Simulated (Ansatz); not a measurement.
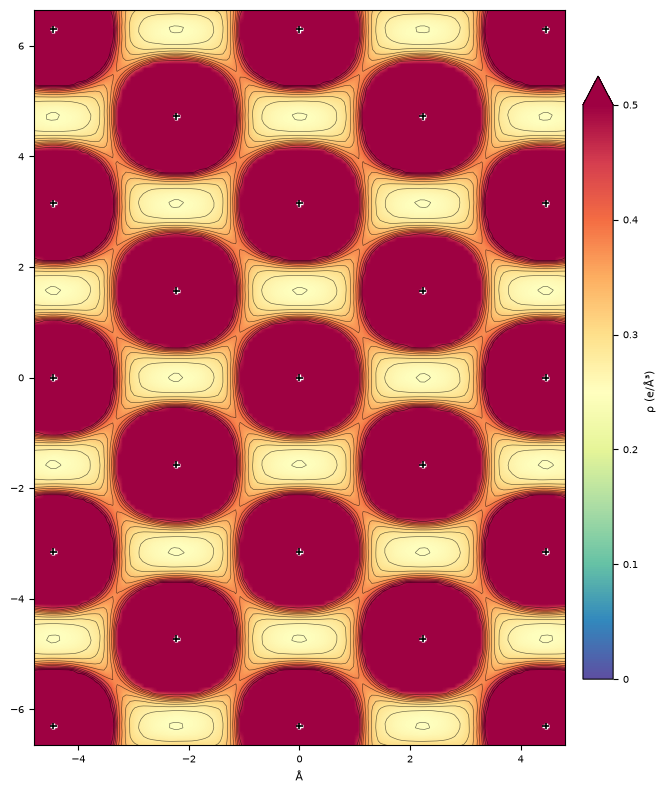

The valence electron density on a plane through atoms (crosses mark nuclei in the plane).

Level of theory: DFT r2SCAN, scalar-relativistic, plane waves, PAW (Ansatz 0.2.0).

Candidates:
A. GaSb, a = 3.11 Å, b = 5.35 Å, c = 5.79 Å, α = 90.00°, β = 90.00°, γ = 90.00°. Space group Immm; a structure from a database of computed crystals, not necessarily the ambient phase.
B. Mo, a = 8.91 Å, b = 8.91 Å, c = 8.91 Å, α = 60.00°, β = 60.00°, γ = 60.00°. Space group Im-3m; a structure from a database of computed crystals, not necessarily the ambient phase; computed without spin polarisation.

Question: Which candidate gave the map?

Answer: Candidate B: Mo on the (011̄) plane of the calculation cell, which holds Mo. Mo–Mo (2.73 Å): ρ is about 0.37 e/Å³ halfway.
